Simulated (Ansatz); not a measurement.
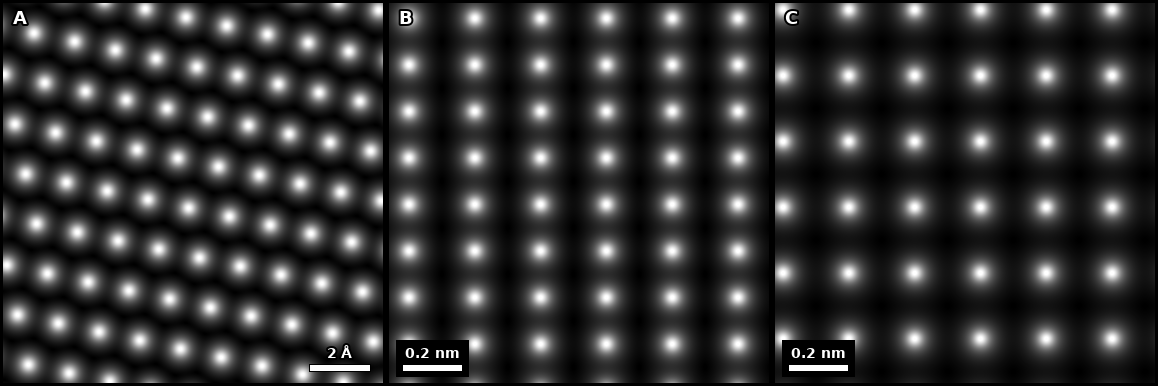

Three views of Pt (Im-3m, No. 229) along different zone axes. Computed as the sum of neutral-atom potentials (tabulated electron scattering factors, B = 0.3 Å²) projected along the beam and smoothed by 0.25 Å; brighter is more positive. The display is stretched by a gamma of 0.6; percentages refer to the linear signal. Structure used: the geometry relaxed with DFT, RPBE, plane waves (420 eV) with PAW, scalar-relativistic (Ansatz 0.2.0); the starting structure was generated, so it need not be a known form of this composition.

```cif
data_structure
_symmetry_space_group_name_H-M 'Im-3m'
_symmetry_Int_Tables_number 229
_cell_length_a 3.1836
_cell_length_b 3.1836
_cell_length_c 3.1836
_cell_angle_alpha 90.000
_cell_angle_beta 90.000
_cell_angle_gamma 90.000
_cell_volume 32.27
loop_
_atom_site_label
_atom_site_type_symbol
_atom_site_symmetry_multiplicity
_atom_site_Wyckoff_symbol
_atom_site_fract_x
_atom_site_fract_y
_atom_site_fract_z
_atom_site_occupancy
Pt1 Pt 2 a 0.00000 0.00000 0.00000 1
```

Match the panels to the zone axes [001], [110] and [210].

A is [210]: projected cell 1.42 × 1.74 Å, 114°, plane group c2mm. B is [110]: projected cell 1.59 × 2.25 Å, 90°, plane group p2mm. C is [001]: projected cell 2.25 × 2.25 Å, 90°, plane group p4mm.
